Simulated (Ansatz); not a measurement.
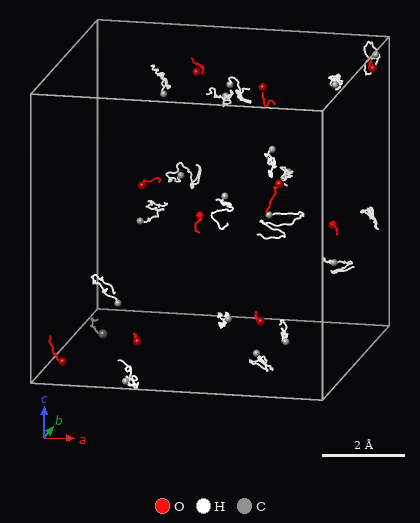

A Born-Oppenheimer molecular dynamics run of a periodic cell with 8 H2O + 1 HCOOH at 0.802 g/cm³, 150 fs long. It starts from the last geometry of an earlier run, with fresh velocities. Lines trace each atom's path, in the colour of its element; spheres stand at the starting positions. Seen slightly off an axis in the simulation cell.

All numbers below come from DFT PBE, scalar-relativistic, plane waves, PAW (Ansatz). Set-up: plane-wave cutoff 420 eV; k-point mesh 1 × 1 × 1; Fermi-Dirac smearing 0.02 eV; Nosé-Hoover thermostat (NVT); set temperature 300 K; time step 0.75 fs; thermostat time 10.0 fs.

Describe the motion.

Root-mean-square distances from the starting positions over the second half, with the common drift of all atoms taken out: H 0.56 Å, O 0.53 Å, C 0.45 Å. The heavy atoms stay within a fraction of a molecule's size of their starting places; so short a run doesn't tell a liquid from a solid. The thermostat's time constant is so short that it disturbs the motion.

Limits of the set-up: the periodic images lie only 7.3 Å apart, so the values are limited by the cell's size.

The run took 7.1 min on 1 thread of Arm Neoverse V1, on a shared host, peak memory 0.38 GiB.
